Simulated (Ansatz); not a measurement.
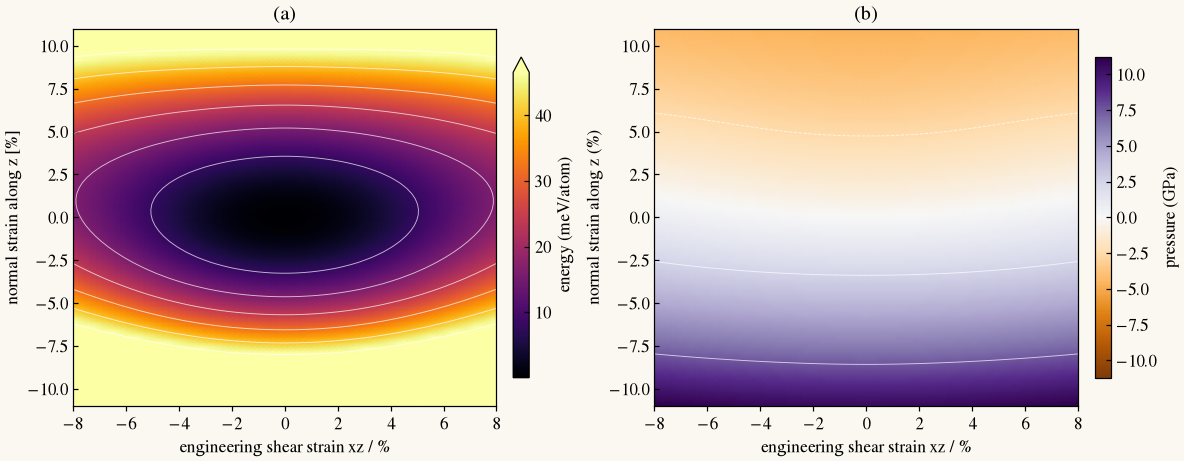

GaSb3 (Fm-3m, No. 225; 4 atoms in the cell). The energy is mapped over two homogeneous strains (x, y and z along the cube axes). Coordinates scanned: (1) engineering shear strain xz; (2) normal strain along z. Nothing is relaxed (fractional coordinates fixed). The scan uses a 7 × 7 grid; 28 points were computed and 21 follow by symmetry. Points are written as (first, second). Energies are in meV/atom, from the lowest grid point. Level of theory: Ansatz, DFT PBEsol, scalar-relativistic, plane waves, PAW. Settings: cutoff 420 eV, k-mesh 10×10×10, gaussian smearing 0.15 eV, no spin polarisation.

Panel (a) is the energy; panel (b) is the computed pressure, in GPa.

Drawn: a smooth colour map with a few white contour lines, one colour for all values above the top of the scale. Between grid points the surface is interpolated.

**How does the pressure vary over the map, and what is it at the lowest grid point?**

It runs from −4.7 GPa at (0.0 %, 11.0 %) to 11.2 GPa at (−8.0 %, −11.0 %). At the lowest grid point, (0.0 %, 0.0 %), it is 0.0 GPa.

```csv
"normal strain along z ↓, engineering shear strain xz →",−8.0,−5.3,−2.7,0.0,2.7,5.3,8.0
11.0,−4.3,−4.5,−4.6,−4.7,−4.6,−4.5,−4.3
7.3,−3.0,−3.2,−3.5,−3.5,−3.5,−3.2,−3.0
3.7,−1.4,−1.7,−1.9,−2.0,−1.9,−1.7,−1.4
0.0,0.7,0.4,0.1,0.0,0.1,0.4,0.7
−3.7,3.4,3.0,2.8,2.7,2.8,3.0,3.4
−7.3,6.8,6.5,6.2,6.1,6.2,6.5,6.8
−11.0,11.2,10.9,10.7,10.6,10.7,10.9,11.2
```

PAW datasets: the set soft_1.
